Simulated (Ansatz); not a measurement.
# Ti: single-point calculation (part 2 of 2)

Continued. System: Ti (slab, 16 atoms in the cell). Method: DFT PBE, scalar-relativistic, plane waves, PAW, PAW set soft_1, no spin polarisation (Ansatz 0.2.0); cutoff 420 eV, 4×4×1 k-mesh, Gaussian smearing of 0.1 eV. The structure derives from an entry of the Crystallography Open Database.

Geometry of the input (Å; fractional positions):
```
6.5107  0.0000  0.0000
0.0000  6.5107  0.0000
0.0000  0.0000  20.1794
Ti 0.2500  0.2500  0.1982
Ti 0.2500  0.7500  0.1982
Ti 0.7500  0.2500  0.1982
Ti 0.7500  0.7500  0.1982
Ti 0.0000  0.0000  0.2789
Ti 0.0000  0.5000  0.2789
Ti 0.5000  0.0000  0.2789
Ti 0.5000  0.5000  0.2789
Ti 0.2500  0.2500  0.3552
Ti 0.2500  0.7500  0.3552
Ti 0.7500  0.2500  0.3552
Ti 0.7500  0.7500  0.3552
Ti 0.0000  0.0000  0.4301
Ti 0.0000  0.5000  0.4301
Ti 0.5000  0.0000  0.4301
Ti 0.5000  0.5000  0.4301
```

## Output, continued
```
  k-point 0: bands = ["-54.8531", "-54.8391", "-54.8391", "-54.8292", "-54.7251", "-54.7076", "-54.7076", "-54.6975", "-54.1224", "-54.0821", "-54.0821", "-54.0714", "-53.9790", "-53.9790", "-53.9680", "-53.9471", "-31.2362", "-31.2362", "-31.2224", "-31.1851", "-31.1682", "-31.1682", "-31.1510", "-31.1510", "-31.1194", "-31.1194", "-31.0976", "-31.0609", "-31.0585", "-31.0585", "-31.0579", "-31.0579", "-31.0229", "-31.0229", "-30.9937", "-30.9937", "-30.9190", "-30.9190", "-30.8758", "-30.8758", "-30.5143", "-30.5143", "-30.5113", "-30.5113", "-30.4862", "-30.4826", "-30.4826", "-30.3755", "-30.3755", "-30.3753", "-30.3054", "-30.2936", "-30.2936", "-30.2057", "-30.1908", "-30.1908", "-30.1289", "-30.1289", "-30.1280", "-30.1280", "-30.1057", "-30.1057", "-30.0737", "-30.0737", "-3.0892", "-1.5286", "-0.2655", "-0.2655", "-0.2447", "-0.2447", "0.0414", "0.2512", "0.2571", "0.2611", "0.3181", "0.3181", "0.3184", "0.3267", "0.3267", "1.3011", "1.3036", "1.3378", "1.4870", "1.4870", "1.7922", "1.7922", "1.8070", "1.8070", "1.8186", "1.8186", "1.9611", "1.9611", "2.0040", "2.0040", "2.0415", "2.0415", "2.3789", "2.4936", "2.5331", "2.5331", "2.5353", "2.5353", "2.8728", "2.9497", "2.9497", "2.9699", "2.9699", "3.0884", "3.0884", "3.2089", "3.2158", "3.2158", "3.3748", "3.3748", "3.6669", "3.6669"]
  k-point 1: bands = ["-54.8511", "-54.8411", "-54.8376", "-54.8306", "-54.7226", "-54.7102", "-54.7061", "-54.6989", "-54.1175", "-54.0895", "-54.0805", "-54.0730", "-53.9774", "-53.9728", "-53.9696", "-53.9507", "-31.2338", "-31.2296", "-31.2240", "-31.1957", "-31.1613", "-31.1497", "-31.1489", "-31.1254", "-31.1164", "-31.1132", "-31.1012", "-31.0831", "-31.0559", "-31.0559", "-31.0435", "-31.0390", "-31.0231", "-31.0186", "-31.0164", "-30.9979", "-30.9418", "-30.9128", "-30.9022", "-30.8822", "-30.5225", "-30.5217", "-30.5104", "-30.5030", "-30.4887", "-30.4784", "-30.4750", "-30.4087", "-30.3685", "-30.3615", "-30.3155", "-30.3054", "-30.2789", "-30.1982", "-30.1817", "-30.1637", "-30.1336", "-30.1287", "-30.1254", "-30.1224", "-30.1101", "-30.1072", "-30.0877", "-30.0857", "-2.8323", "-1.3166", "-1.1116", "-0.2208", "-0.0667", "-0.0542", "0.1631", "0.3006", "0.3147", "0.3162", "0.3498", "0.4718", "0.4996", "0.5011", "0.5252", "1.3438", "1.3460", "1.3496", "1.3592", "1.3779", "1.4169", "1.6670", "1.6843", "1.8002", "1.8403", "1.8883", "1.8968", "1.9188", "2.0003", "2.0620", "2.0803", "2.1397", "2.2342", "2.3626", "2.4420", "2.4594", "2.5685", "2.6202", "2.7425", "2.7857", "2.9917", "3.0172", "3.0310", "3.0657", "3.1175", "3.1799", "3.2063", "3.2218", "3.3194", "3.3554", "3.3556", "3.4320"]
  k-point 2: bands = ["-54.8461", "-54.8461", "-54.8341", "-54.8341", "-54.7164", "-54.7164", "-54.7025", "-54.7025", "-54.1047", "-54.1047", "-54.0767", "-54.0767", "-53.9735", "-53.9735", "-53.9606", "-53.9606", "-31.2285", "-31.2285", "-31.2135", "-31.2135", "-31.1503", "-31.1503", "-31.1142", "-31.1142", "-31.1044", "-31.1044", "-31.0894", "-31.0894", "-31.0707", "-31.0707", "-31.0535", "-31.0535", "-31.0082", "-31.0082", "-30.9920", "-30.9920", "-30.9634", "-30.9634", "-30.8976", "-30.8976", "-30.5307", "-30.5307", "-30.5020", "-30.5020", "-30.4753", "-30.4753", "-30.4586", "-30.4586", "-30.3475", "-30.3475", "-30.3325", "-30.3325", "-30.2305", "-30.2305", "-30.1486", "-30.1486", "-30.1209", "-30.1209", "-30.1191", "-30.1191", "-30.1138", "-30.1138", "-30.1129", "-30.1129", "-2.1133", "-2.1133", "-0.7713", "-0.7713", "0.2934", "0.2934", "0.3037", "0.3037", "0.3067", "0.3067", "0.5172", "0.5172", "0.8806", "0.8806", "0.8815", "0.8815", "0.9556", "0.9556", "1.5078", "1.5078", "1.5099", "1.5099", "1.6648", "1.6648", "1.7160", "1.7160", "1.7463", "1.7463", "2.1190", "2.1190", "2.2541", "2.2541", "2.3452", "2.3452", "2.4103", "2.4103", "2.4532", "2.4532", "2.5157", "2.5157", "2.9647", "2.9647", "2.9886", "2.9886", "3.0767", "3.0767", "3.2177", "3.2177", "3.2969", "3.2969", "3.4093", "3.4093"]
  k-point 5: bands = ["-54.8401", "-54.8401", "-54.8401", "-54.8401", "-54.7095", "-54.7095", "-54.7095", "-54.7095", "-54.0916", "-54.0916", "-54.0916", "-54.0916", "-53.9662", "-53.9662", "-53.9662", "-53.9662", "-31.2193", "-31.2193", "-31.2193", "-31.2193", "-31.1079", "-31.1079", "-31.1079", "-31.1079", "-31.0858", "-31.0858", "-31.0858", "-31.0858", "-31.0734", "-31.0734", "-31.0734", "-31.0734", "-30.9881", "-30.9881", "-30.9881", "-30.9881", "-30.9701", "-30.9701", "-30.9701", "-30.9701", "-30.5071", "-30.5071", "-30.5071", "-30.5071", "-30.4455", "-30.4455", "-30.4455", "-30.4455", "-30.3819", "-30.3819", "-30.3819", "-30.3819", "-30.1914", "-30.1914", "-30.1914", "-30.1914", "-30.1294", "-30.1294", "-30.1294", "-30.1294", "-30.0904", "-30.0904", "-30.0904", "-30.0904", "-1.2541", "-1.2541", "-1.2541", "-1.2541", "0.0650", "0.0650", "0.0650", "0.0650", "1.0215", "1.0215", "1.0215", "1.0215", "1.0649", "1.0649", "1.0649", "1.0649", "1.1449", "1.1449", "1.1449", "1.1449", "1.4660", "1.4660", "1.4660", "1.4660", "1.5790", "1.5790", "1.5790", "1.5790", "2.0276", "2.0276", "2.0276", "2.0276", "2.1469", "2.1469", "2.1469", "2.1469", "2.3669", "2.3669", "2.3669", "2.3669", "2.8201", "2.8201", "2.8201", "2.8201", "2.9409", "2.9409", "2.9409", "2.9409", "3.0482", "3.0482", "3.0482", "3.0482"]
```

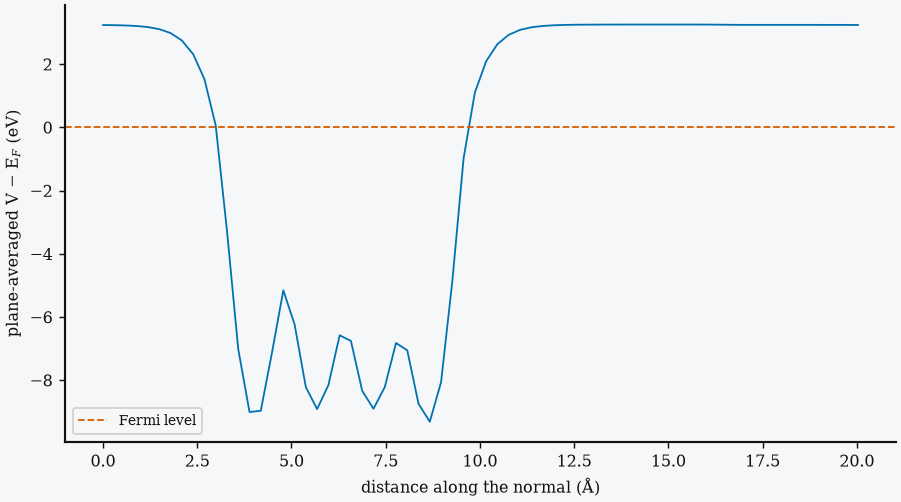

Figure 1. Plane average of the electrostatic potential energy of an electron across the cell, from the Fermi level. The vacuum level lies 3.25 eV above the Fermi level.

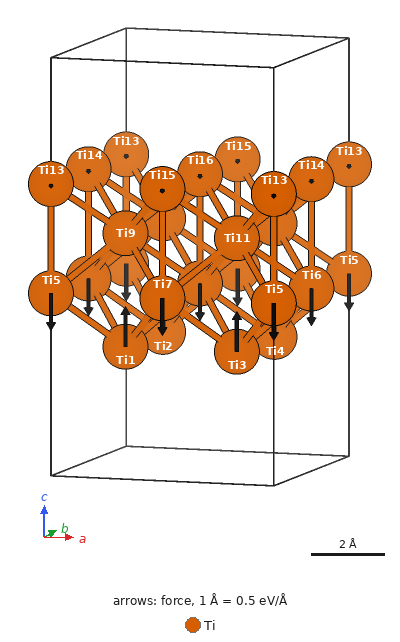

Figure 2. Forces on the atoms as black arrows (ball-and-stick view of the cell of the calculation, with the vacuum cut short, seen slightly off an axis; atoms are numbered from 1 in the order of the input); the smallest are left out. The largest act on Ti1, Ti2, Ti3, Ti4 (0.57 eV/Å); Ti5, Ti6, Ti7, Ti8 (0.53 eV/Å). The geometry is not a stationary point of this energy.

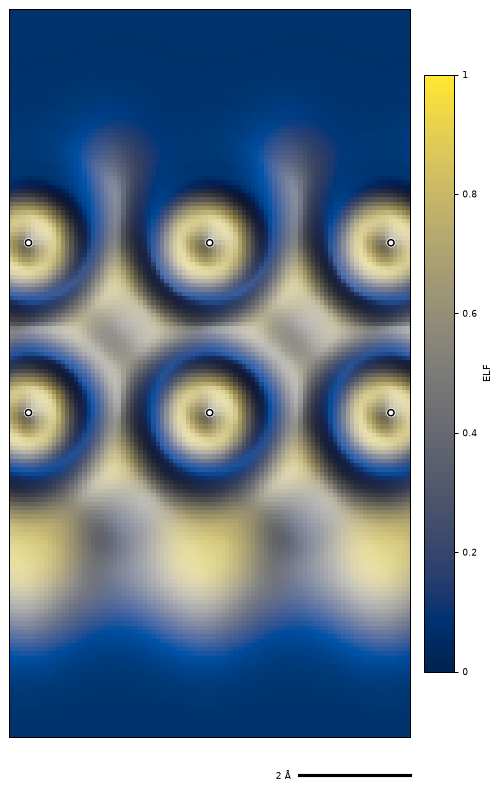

Figure 3. ELF on the (100) plane of the calculation cell, a cut from vacuum to vacuum. Circles mark the nuclei in the plane (Ti). Atoms in the plane: Ti. Ti–Ti (3.05 Å): the ELF is about 0.40 at the midpoint (metallic bonding. The strong features right at Ti lie inside the PAW spheres (semicore, d or f shells) and say nothing about bonding. In a PAW calculation such maps are meaningful between the atoms, not at the nuclei.

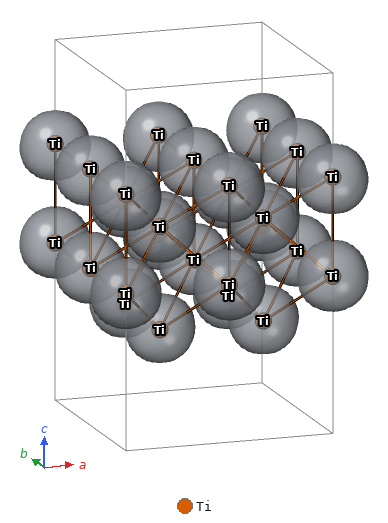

Figure 4. Isosurface of the valence charge density (pseudo) at 0.3 e/Å³ (grey), seen slightly off an axis. Sticks mark near contacts. At this value the density breaks into separate islands; it holds about 80 % of the electrons treated as valence (semicore included). It is pinched off along the Ti–Ti (2.75 Å), Ti–Ti (2.82 Å) and Ti–Ti (3.05 Å) contacts. On the grid the lowest density along these lines, outside the cores, is 0.22 e/Å³ (Ti–Ti, 2.75 Å), 0.2 e/Å³ (Ti–Ti, 2.82 Å) and 0.21 e/Å³ (Ti–Ti, 3.05 Å).
